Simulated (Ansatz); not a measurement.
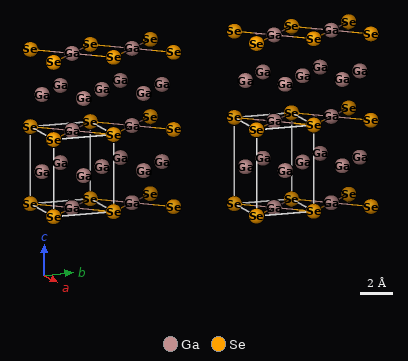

Two geometries of solid Ga₃Se (a generated structure, set up in P4/mmm) (coarse preliminary run), drawn at one scale. One is the start of a relaxation, the other its converged end. A ball-and-stick model of the cell of the calculation, repeated 1 × 2 × 2 with one cell outlined, seen slightly off an axis.

Theory: DFT PBE, scalar-relativistic, plane waves, PAW in Ansatz 0.2.0. Settings: plane-wave cutoff 420 eV; k-point mesh 4 × 4 × 4; occupations gaussian; smearing width 0.1 eV; no spin polarisation; cell and atoms relaxed; force threshold 0.04 eV/Å; at most 70 steps.

Which of the two is the end point?

The left one is the relaxed one. The atoms keep their places relative to the cell (all moves are under 0.005 Å). The volume changes by −1.6 %, with a = b 3.909 → 4.100 Å (+4.9 %), c 5.631 → 5.035 Å (−10.6 %). Some distances before and after: Ga–Se 2.764 → 2.899 Å. The space group stays P4/mmm (No. 123). After 4 accepted moves (5 points after the start) the energy has fallen by 32.4 meV per atom. All forces vanish by symmetry, so only the cell relaxes. The pressure goes from 0.57 to 0.04 GPa. The SCF was repeated once at an unchanged geometry on a basis and grid sized afresh for the cell, which shifted the energy by 0.1 meV per atom at most.

Limits of the set-up: the k-point mesh is coarse for a cell with partly filled bands.
